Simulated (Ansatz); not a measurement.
# Geometry relaxation of Si₃N₄ (part 1 of 2)

The run: geometry relaxation of Si₃N₄ (Fd-3m, 14 atoms in the cell). Method and program: DFT PBE+D3(BJ), scalar-relativistic, plane waves, PAW, no spin polarisation (Ansatz 0.2.0).

The structure derives from a Materials Project entry. It belongs to a series of runs on one base structure; here: relaxed again under DFT PBE+D3(BJ), scalar-relativistic, plane waves, PAW.

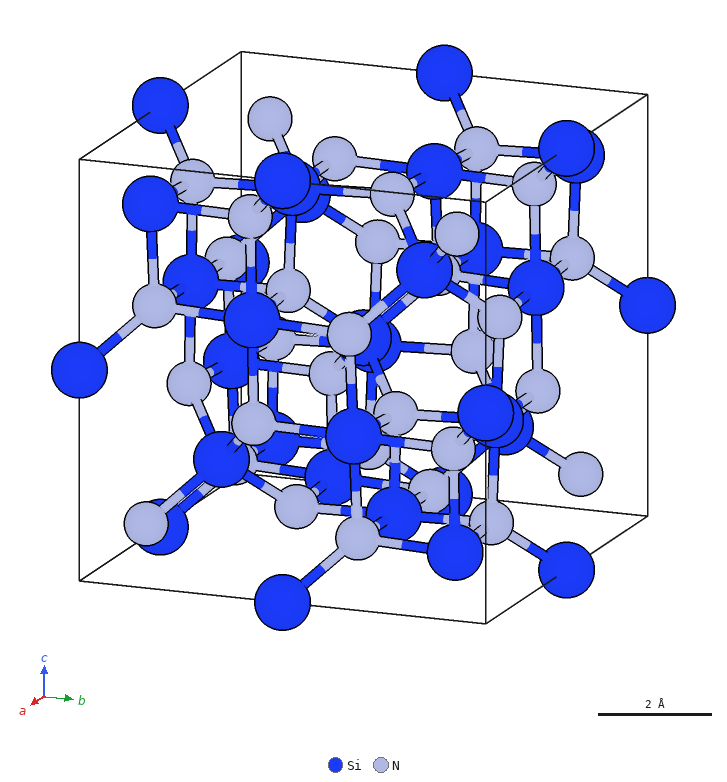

*The structure as given in the input (ball-and-stick view of the cell 4 times as large as that of the calculation, set on its symmetry axes, seen slightly off an axis). An atom can appear more than once, as a periodic image.*

Near neighbours in the periodic cell (some may lie outside the picture): Si has 6 N at 1.89 Å; Si has 4 N at 1.79 Å; N has 4 Si at 1.79 to 1.89 Å.

Summary:

| quantity | value |
| --- | --- |
| outcome | converged |
| space group (tolerance 0.01 Å) | Fd-3m (227) |
| electrons treated | 64 |
| free energy | −6904.2857 eV |
| Fermi energy | 12.996 eV |
| gap on the k-point mesh | 3.42 eV |
| pressure | −0.01 GPa |
| final volume | 115.72 Å³ |
| largest force (length of the vector) at the end | under 0.001 eV/Å |
| final cell | a = 5.470 Å, b = 5.470 Å, c = 5.470 Å, α = 60.00°, β = 60.00°, γ = 60.00° |
| hardware | 4 threads of Intel Xeon @ 2.50GHz (Skylake/Cascade Lake), 189 GiB of memory available, shared host |
| wall time | 27 s (CPU time 90 s) |
| peak memory | 0.53 GiB |

Input:
```yaml
crystal:
  lattice:
    - [0.0, 3.8946186242, 3.8946186242]
    - [3.8946186242, 0.0, 3.8946186242]
    - [3.8946186242, 3.8946186242, 0.0]
  atoms:
    - { symbol: Si, position: [0.125, 0.125, 0.625] }
    - { symbol: Si, position: [0.125, 0.625, 0.125] }
    - { symbol: Si, position: [0.625, 0.125, 0.125] }
    - { symbol: Si, position: [0.125, 0.125, 0.125] }
    - { symbol: Si, position: [0.75, 0.75, 0.75] }
    - { symbol: Si, position: [0.5, 0.5, 0.5] }
    - { symbol: "N", position: [0.3675422895, 0.3675422895, 0.3675422895] }
    - { symbol: "N", position: [0.3526268684, 0.8824577105, 0.8824577105] }
    - { symbol: "N", position: [0.8824577105, 0.8824577105, 0.3526268684] }
    - { symbol: "N", position: [0.8824577105, 0.3526268684, 0.8824577105] }
    - { symbol: "N", position: [0.3675422895, 0.3675422895, 0.8973731316] }
    - { symbol: "N", position: [0.3675422895, 0.8973731316, 0.3675422895] }
    - { symbol: "N", position: [0.8824577105, 0.8824577105, 0.8824577105] }
    - { symbol: "N", position: [0.8973731316, 0.3675422895, 0.3675422895] }
basis:
  ecutwfc: 420
kpoints:
  mp_grid: { grid: [6, 6, 6] }
hamiltonian:
  xc: pbe
  dispersion: d3bj
scf:
  occupations: { method: gaussian, width: 0.02 }
output:
  forces: true
  stress: true
  eigenvalues: true
  write_density: true
  write_potential: true
  elf: true
  volumetric_format: npy
relax:
  adjacent_minimum: "off"
  f_tol: 0.005
  max_steps: 50
  cell: { stress_tol: 0.05 }
```

Launch command:
```bash
ansatz run input.yaml --threads 4 --pin off --max-ram 10240MiB --backend cpu --events-out ev --progress --plain --runs-dir out
```

What the program printed:
```
Engine: ansatz 0.2.0, x86_64-unknown-linux-gnu
Pseudopotentials: kind: paw
Pseudopotential: Si, paw, valence charge 4, recommended cutoff 420 eV (normal), Si.paw.azcp
Pseudopotential: N, paw, valence charge 5, recommended cutoff 420 eV (normal), N.paw.azcp
Functional definition: PBE
  parameter kappa = 0.804
  parameter beta = 0.06672455060314922
  exchange = pbe_x(kappa = kappa, mu = beta*pi^2/3)
  correlation = pbe_c(beta = beta)
Crystal: 14 atoms, lattice volume = 118.148 Å³
Basis set: ecut = 420 eV, 2277 PW (Γ), exchange–correlation on 80×80×80 points (8 copies of the dense FFT grid, shifted against one another)
Bands: 46, of which v1, the nominal top of the filled ones, is band 32 counted from 1 (31 counted from 0)
Symmetry: 48 space group operations
Space group: Fd-3m (ITA 227), of the structure as read, at distance tolerance 4.9e-5 Å
k-points: 16 of 216
Non-local potential: Si, projectors of the file, l = 0: 2, l = 1: 2, l = 2: 2
Non-local potential: N, projectors of the file, l = 0: 2, l = 1: 2, l = 2: 1
PAW form: soft (Blöchl's): semilocal exchange-correlation on the pseudo side does not see the compensation charge
PAW one-centre angular grid: Si, 110 points (default); XC on 64 Gauss nodes
PAW one-centre angular grid: N, 110 points (default); XC on 64 Gauss nodes
Initial density: superposition of atomic densities (neutral atoms: chi_scale 0, normalization atom), corrected by the library's trained network
Initial wavefunctions: pseudopotential atomic-orbital guess
Functional: x = pbe(κ = 0.804, μ = 0.2195149727645171), c = pbe(β = 0.06672455060314922)
SCF iter   1: F=—  HF=-6904.251626 eV  |F-HF|=—  |Δ(HF+E_count)|=         —  Δρ=4.04e-3  dr2=3.38e-2  ethr=1.77e-3  ⟨swp⟩=10.2  Hψ=4106  notcnv=0  defer=13
preconditioner: auto → Resta (q_TF=auto, 2.463 Å⁻¹)  ε∞=4.4  [insulator: Δε(μ)=3.336 eV  Ē_g=14.861 eV  σ=0.020 eV  W_gap=1.00  n_scr=26 (ndim 8)  ℏωp=27.3 eV  f_vac=0.000  D(μ)=0.00/eV (n_scr^D=0)  ε∞_Penn≈4.4]
SCF iter   2: F=—  HF=-6904.239431 eV  |F-HF|=—  |Δ(HF+E_count)|=   1.22e-2  Δρ=1.67e-3  dr2=5.37e-3  ethr=5.28e-5  ⟨swp⟩=3.1  Hψ=1279  notcnv=0  defer=130
SCF iter   3: F=—  HF=-6904.238898 eV  |F-HF|=—  |Δ(HF+E_count)|=   5.32e-4  Δρ=4.53e-4  dr2=1.40e-4  ethr=8.39e-6  ⟨swp⟩=2.2  Hψ=1061  notcnv=0  defer=130
SCF iter   4: F=—  HF=-6904.238962 eV  |F-HF|=—  |Δ(HF+E_count)|=   6.37e-5  Δρ=1.56e-4  dr2=1.74e-5  ethr=2.19e-7  ⟨swp⟩=2.8  Hψ=1153  notcnv=0  defer=130
SCF iter   5: F=—  HF=-6904.238894 eV  |F-HF|=—  |Δ(HF+E_count)|=   6.81e-5  Δρ=1.85e-5  dr2=2.90e-7  ethr=2.72e-8  ⟨swp⟩=2.4  Hψ=1114  notcnv=0  defer=130
SCF iter   6: F=-6904.238894 eV  HF=-6904.238894 eV  |F-HF|=2.73e-11  |Δ(HF+E_count)|=   2.60e-7  Δρ=4.18e-6  dr2=1.85e-8  ethr=1.56e-10  ⟨swp⟩=16.8  Hψ=5760  notcnv=0
SCF 1 converged in 6 iterations: F = -6904.238894 eV  dr2 = 1.85e-8
  greatest PAW one-centre occupation: 0.789 electrons in one spin orbital (limit 2), on the N atom at site 11 (counted from 0), in its partial waves of l = 0
relax step   1: F+E_penalty+E_count = -6904.23889410 eV  Δ(F+E_penalty+E_count) = +0.000e0 eV  max|allowed force component| = 3.228e-3 eV/Å  Δτ_max = 0.0000 Å  P = -6.090 GPa  Ω = 118.148 Å³  (6 SCF iters, dr2 threshold 1.00e-7 eV, accepted)
Crystal: 14 atoms, lattice volume = 117.000 Å³
Initial density: handed on by an earlier stage of this run
Initial wavefunctions: those handed on with the density
iter 1 solved again at ethr=1.23e-5 eV; its pass at ethr=3.10e-3 eV (dr2=7.89e-3 eV) is discarded
SCF iter   1: F=—  HF=-6904.279396 eV  |F-HF|=—  |Δ(HF+E_count)|=         —  Δρ=2.62e-3  dr2=7.84e-3  ethr=1.23e-5  ⟨swp⟩=2.8  Hψ=2622  notcnv=0
preconditioner: auto → Resta (q_TF=auto, 2.467 Å⁻¹)  ε∞=4.4  [insulator: Δε(μ)=3.409 eV  Ē_g=14.985 eV  σ=0.020 eV  W_gap=1.00  n_scr=26 (ndim 8)  ℏωp=27.5 eV  f_vac=0.000  D(μ)=0.00/eV (n_scr^D=0)  ε∞_Penn≈4.4]
SCF iter   2: F=—  HF=-6904.277059 eV  |F-HF|=—  |Δ(HF+E_count)|=   2.34e-3  Δρ=6.72e-4  dr2=5.02e-4  ethr=1.23e-5  ⟨swp⟩=2.2  Hψ=1242  notcnv=0  defer=1
SCF iter   3: F=—  HF=-6904.276891 eV  |F-HF|=—  |Δ(HF+E_count)|=   1.68e-4  Δρ=3.26e-4  dr2=1.01e-4  ethr=7.84e-7  ⟨swp⟩=2.1  Hψ=1132  notcnv=0  defer=1
SCF iter   4: F=-6904.276896 eV  HF=-6904.276895 eV  |F-HF|=7.51e-7  |Δ(HF+E_count)|=   4.34e-6  Δρ=3.51e-5  dr2=1.06e-6  ethr=2.19e-9  ⟨swp⟩=11.5  Hψ=6175  notcnv=0
SCF 2 converged in 4 iterations: F = -6904.276896 eV  dr2 = 1.06e-6
  greatest PAW one-centre occupation: 0.790 electrons in one spin orbital (limit 2), on the N atom at site 11 (counted from 0), in its partial waves of l = 0
relax step   2: F+E_penalty+E_count = -6904.27689617 eV  Δ(F+E_penalty+E_count) = -3.800e-2 eV  max|allowed force component| = 4.727e-3 eV/Å  Δτ_max = 0.0007 Å  P = -3.223 GPa  Ω = 117.000 Å³  energy of the carried Pulay correction = +4.523e-3 eV  (4 SCF iters, dr2 threshold 1.40e-6 eV, accepted)
Crystal: 14 atoms, lattice volume = 115.733 Å³
Basis set: ecut = 420 eV, 2229 PW (Γ), exchange–correlation on 80×80×80 points (8 copies of the dense FFT grid, shifted against one another)
iter 1 solved again at ethr=1.54e-5 eV; its pass at ethr=3.10e-3 eV (dr2=9.84e-3 eV) is discarded
SCF iter   1: F=—  HF=-6904.297574 eV  |F-HF|=—  |Δ(HF+E_count)|=         —  Δρ=2.96e-3  dr2=9.82e-3  ethr=1.54e-5  ⟨swp⟩=3.2  Hψ=2622  notcnv=0
preconditioner: auto → Resta (q_TF=auto, 2.472 Å⁻¹)  ε∞=4.3  [insulator: Δε(μ)=3.455 eV  Ē_g=15.107 eV  σ=0.020 eV  W_gap=1.00  n_scr=26 (ndim 8)  ℏωp=27.6 eV  f_vac=0.000  D(μ)=0.00/eV (n_scr^D=0)  ε∞_Penn≈4.3]
SCF iter   2: F=—  HF=-6904.294658 eV  |F-HF|=—  |Δ(HF+E_count)|=   2.92e-3  Δρ=7.68e-4  dr2=6.50e-4  ethr=1.53e-5  ⟨swp⟩=2.1  Hψ=1289  notcnv=0
SCF iter   3: F=—  HF=-6904.294466 eV  |F-HF|=—  |Δ(HF+E_count)|=   1.92e-4  Δρ=3.70e-4  dr2=1.30e-4  ethr=1.02e-6  ⟨swp⟩=2.0  Hψ=1172  notcnv=0
SCF iter   4: F=-6904.294476 eV  HF=-6904.294475 eV  |F-HF|=9.88e-7  |Δ(HF+E_count)|=   8.57e-6  Δρ=3.96e-5  dr2=1.27e-6  ethr=2.19e-9  ⟨swp⟩=11.3  Hψ=6201  notcnv=0
SCF 3 converged in 4 iterations: F = -6904.294476 eV  dr2 = 1.27e-6
  greatest PAW one-centre occupation: 0.790 electrons in one spin orbital (limit 2), on the N atom at site 13 (counted from 0), in its partial waves of l = 0
relax step   3: F+E_penalty+E_count = -6904.29447591 eV  Δ(F+E_penalty+E_count) = -1.758e-2 eV  max|allowed force component| = 6.426e-4 eV/Å  Δτ_max = 0.0010 Å  P = +0.098 GPa  Ω = 115.733 Å³  energy of the carried Pulay correction = +9.572e-3 eV  (4 SCF iters, dr2 threshold 1.40e-6 eV, accepted)
Crystal: 14 atoms, lattice volume = 115.770 Å³
iter 1 solved again at ethr=1.44e-8 eV; its pass at ethr=3.10e-3 eV (dr2=9.22e-6 eV) is discarded
SCF iter   1: F=—  HF=-6904.294429 eV  |F-HF|=—  |Δ(HF+E_count)|=         —  Δρ=1.00e-4  dr2=9.23e-6  ethr=1.44e-8  ⟨swp⟩=1.9  Hψ=2161  notcnv=0
preconditioner: auto → Resta (q_TF=auto, 2.472 Å⁻¹)  ε∞=4.3  [insulator: Δε(μ)=3.421 eV  Ē_g=15.089 eV  σ=0.020 eV  W_gap=1.00  n_scr=26 (ndim 8)  ℏωp=27.6 eV  f_vac=0.000  D(μ)=0.00/eV (n_scr^D=0)  ε∞_Penn≈4.3]
SCF iter   2: F=—  HF=-6904.294338 eV  |F-HF|=—  |Δ(HF+E_count)|=   9.16e-5  Δρ=3.21e-5  dr2=6.00e-7  ethr=1.44e-8  ⟨swp⟩=2.0  Hψ=1094  notcnv=0
SCF iter   3: F=—  HF=-6904.294338 eV  |F-HF|=—  |Δ(HF+E_count)|=  3.46e-11  Δρ=1.35e-5  dr2=9.14e-8  ethr=9.38e-10  ⟨swp⟩=2.9  Hψ=1317  notcnv=0
SCF iter   4: F=-6904.294338 eV  HF=-6904.294338 eV  |F-HF|=2.19e-9  |Δ(HF+E_count)|=   6.57e-8  Δρ=1.41e-6  dr2=2.29e-9  ethr=3.74e-11  ⟨swp⟩=8.9  Hψ=4256  notcnv=0
SCF 4 converged in 4 iterations: F = -6904.294338 eV  dr2 = 2.29e-9
relax step   4: F+E_penalty+E_count = -6904.29433780 eV  Δ(F+E_penalty+E_count) = +1.381e-4 eV  max|allowed force component| = 1.510e-4 eV/Å  Δτ_max = 0.0000 Å  P = -0.004 GPa  Ω = 115.770 Å³  energy of the carried Pulay correction = +9.423e-3 eV  (4 SCF iters, dr2 threshold 2.40e-8 eV, accepted)
Initial wavefunctions: pseudopotential atomic-orbital guess (no wavefunctions were taken with the density)
iter 1 solved again at ethr=1.71e-7 eV; its pass at ethr=3.10e-3 eV (dr2=1.10e-4 eV) is discarded
SCF iter   1: F=—  HF=-6904.285641 eV  |F-HF|=—  |Δ(HF+E_count)|=         —  Δρ=1.27e-4  dr2=2.56e-6  ethr=1.71e-7  ⟨swp⟩=4.9  Hψ=6472  notcnv=0  defer=1
preconditioner: auto → Resta (q_TF=auto, 2.472 Å⁻¹)  ε∞=4.3  [insulator: Δε(μ)=3.422 eV  Ē_g=15.090 eV  σ=0.020 eV  W_gap=1.00  n_scr=26 (ndim 8)  ℏωp=27.6 eV  f_vac=0.000  D(μ)=0.00/eV (n_scr^D=0)  ε∞_Penn≈4.3]
SCF iter   2: F=—  HF=-6904.285557 eV  |F-HF|=—  |Δ(HF+E_count)|=   8.35e-5  Δρ=6.41e-5  dr2=5.61e-7  ethr=4.00e-9  ⟨swp⟩=2.5  Hψ=1237  notcnv=0
SCF iter   3: F=—  HF=-6904.285559 eV  |F-HF|=—  |Δ(HF+E_count)|=   1.89e-6  Δρ=1.31e-5  dr2=2.36e-8  ethr=8.76e-10  ⟨swp⟩=2.6  Hψ=1252  notcnv=0
SCF iter   4: F=—  HF=-6904.285559 eV  |F-HF|=—  |Δ(HF+E_count)|=   8.08e-8  Δρ=7.30e-7  dr2=2.70e-10  ethr=3.69e-11  ⟨swp⟩=2.0  Hψ=1240  notcnv=0
SCF iter   5: F=-6904.285559 eV  HF=-6904.285559 eV  |F-HF|=4.55e-12  |Δ(HF+E_count)|=  3.53e-10  Δρ=8.96e-8  dr2=9.41e-12  ethr=1.00e-12  ⟨swp⟩=8.6  Hψ=3626  notcnv=0
SCF 5 converged in 5 iterations: F = -6904.285559 eV  dr2 = 9.41e-12
  greatest PAW one-centre occupation: 0.790 electrons in one spin orbital (limit 2), on the N atom at site 12 (counted from 0), in its partial waves of l = 0
relax step   5: F+E_penalty+E_count = -6904.28555898 eV  Δ(F+E_penalty+E_count) = +8.779e-3 eV  max|allowed force component| = 3.462e-4 eV/Å  Δτ_max = 0.0000 Å  P = -0.133 GPa  Ω = 115.770 Å³  stress off target by 1.33e-1 GPa  SCF on the basis re-selected at this cell (its energy is not comparable with the rows above)  (5 SCF iters)
basis re-selected at this cell: Δ(F+E_penalty+E_count) = +8.779e-3 eV, ΔP = -0.129 GPa vs the last step (what re-selecting the basis moved, of the pressure what is left beyond the Pulay correction that the steps carried, after the strain that the cell walked since its last selection, with what the two solves' SCF thresholds leave and, on support functions, any second-order correction that the steps lacked; it is no measure of the basis error at this ecutwfc). This SCF's stress stands 1.33e-1 GPa from its target on what of the cell is left free (relax.cell.stress_tol is 5.00e-2 GPa) and its largest allowed force component is 3.46e-4 eV/Å (relax.f_tol is 5.00e-3 eV/Å): not within both, so this SCF does not close the relaxation
Crystal: 14 atoms, lattice volume = 115.722 Å³
iter 1 solved again at ethr=2.31e-8 eV; its pass at ethr=3.10e-3 eV (dr2=1.48e-5 eV) is discarded
SCF iter   1: F=—  HF=-6904.285868 eV  |F-HF|=—  |Δ(HF+E_count)|=         —  Δρ=1.15e-4  dr2=1.48e-5  ethr=2.31e-8  ⟨swp⟩=1.9  Hψ=2160  notcnv=0
preconditioner: auto → Resta (q_TF=auto, 2.472 Å⁻¹)  ε∞=4.3  [insulator: Δε(μ)=3.426 eV  Ē_g=15.095 eV  σ=0.020 eV  W_gap=1.00  n_scr=26 (ndim 8)  ℏωp=27.6 eV  f_vac=0.000  D(μ)=0.00/eV (n_scr^D=0)  ε∞_Penn≈4.3]
SCF iter   2: F=—  HF=-6904.285774 eV  |F-HF|=—  |Δ(HF+E_count)|=   9.32e-5  Δρ=2.94e-5  dr2=9.29e-7  ethr=2.31e-8  ⟨swp⟩=2.1  Hψ=1090  notcnv=0
SCF iter   3: F=—  HF=-6904.285774 eV  |F-HF|=—  |Δ(HF+E_count)|=   1.58e-7  Δρ=1.43e-5  dr2=1.90e-7  ethr=1.45e-9  ⟨swp⟩=2.0  Hψ=1172  notcnv=0
SCF iter   4: F=-6904.285774 eV  HF=-6904.285774 eV  |F-HF|=1.46e-9  |Δ(HF+E_count)|=   7.11e-9  Δρ=1.55e-6  dr2=1.93e-9  ethr=6.91e-11  ⟨swp⟩=9.4  Hψ=4298  notcnv=0
SCF 6 converged in 4 iterations: F = -6904.285774 eV  dr2 = 1.93e-9
  greatest PAW one-centre occupation: 0.790 electrons in one spin orbital (limit 2), on the N atom at site 10 (counted from 0), in its partial waves of l = 0
relax step   6: F+E_penalty+E_count = -6904.28577423 eV  Δ(F+E_penalty+E_count) = -2.152e-4 eV  max|allowed force component| = 1.619e-4 eV/Å  Δτ_max = 0.0000 Å  P = -0.004 GPa  Ω = 115.722 Å³  energy of the carried Pulay correction = +1.944e-4 eV  (4 SCF iters, dr2 threshold 4.43e-8 eV, accepted)
iter 1 solved again at ethr=1.80e-7 eV; its pass at ethr=3.10e-3 eV (dr2=1.15e-4 eV) is discarded
SCF iter   1: F=—  HF=-6904.285762 eV  |F-HF|=—  |Δ(HF+E_count)|=         —  Δρ=2.38e-6  dr2=2.75e-9  ethr=1.80e-7  ⟨swp⟩=4.8  Hψ=6509  notcnv=0
eigensolver tolerance schedule: the retry pair's looser diagonalisation over-reported the residual by 41852.68 of it (diagonalisation noise at an unbounded share of the residual, at the tolerance the schedule requests for it); recorded, not acted on — ethr = c·dr2/N_el stays at c = 1.0e-1
preconditioner: auto → Resta (q_TF=auto, 2.472 Å⁻¹)  ε∞=4.3  [insulator: Δε(μ)=3.424 eV  Ē_g=15.094 eV  σ=0.020 eV  W_gap=1.00  n_scr=26 (ndim 8)  ℏωp=27.6 eV  f_vac=0.000  D(μ)=0.00/eV (n_scr^D=0)  ε∞_Penn≈4.3]
SCF iter   2: F=—  HF=-6904.285676 eV  |F-HF|=—  |Δ(HF+E_count)|=   8.52e-5  Δρ=1.52e-6  dr2=1.74e-9  ethr=4.30e-12  ⟨swp⟩=3.6  Hψ=1756  notcnv=0
SCF iter   3: F=—  HF=-6904.285676 eV  |F-HF|=—  |Δ(HF+E_count)|=  5.59e-10  Δρ=8.20e-7  dr2=5.92e-10  ethr=2.71e-12  ⟨swp⟩=2.0  Hψ=1068  notcnv=0
SCF iter   4: F=-6904.285676 eV  HF=-6904.285676 eV  |F-HF|=0.00e0  |Δ(HF+E_count)|=  3.69e-10  Δρ=1.95e-7  dr2=3.60e-11  ethr=1.00e-12  ⟨swp⟩=6.8  Hψ=3945  notcnv=0
SCF 7 converged in 4 iterations: F = -6904.285676 eV  dr2 = 3.60e-11
relax step   7: F+E_penalty+E_count = -6904.28567641 eV  Δ(F+E_penalty+E_count) = +9.782e-5 eV  max|allowed force component| = 1.618e-4 eV/Å  Δτ_max = 0.0000 Å  P = -0.005 GPa  Ω = 115.722 Å³  stress off target by 5.47e-3 GPa  SCF on the basis re-selected at this cell (its energy is not comparable with the rows above)  (4 SCF iters)
```

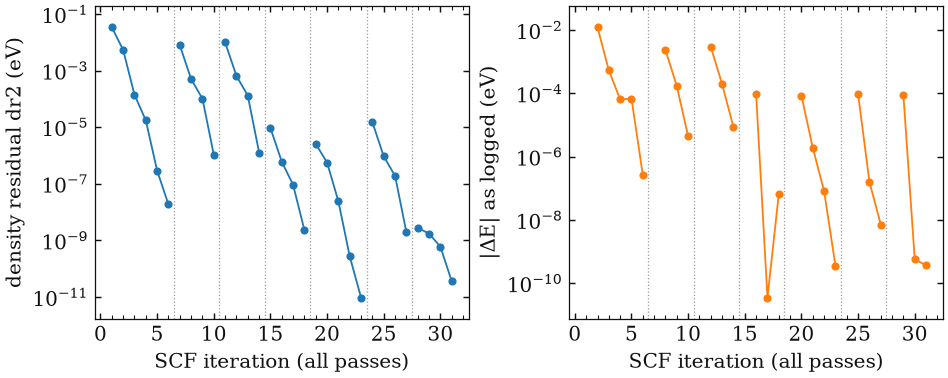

*Convergence of the self-consistent field: density residual dr2 and size of the energy change against the SCF iteration. The dotted lines part the SCF passes of the relaxation: geometry steps, rejected trials and re-solves on a re-selected basis.*

The 7 passes take 4 to 6 iterations each, 31 in all.

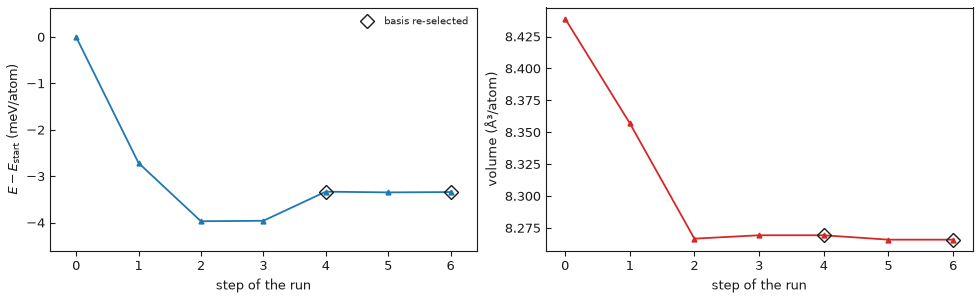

*Progress of the relaxation, step by step (the first geometry is step 0 here and step 1 in the log).*
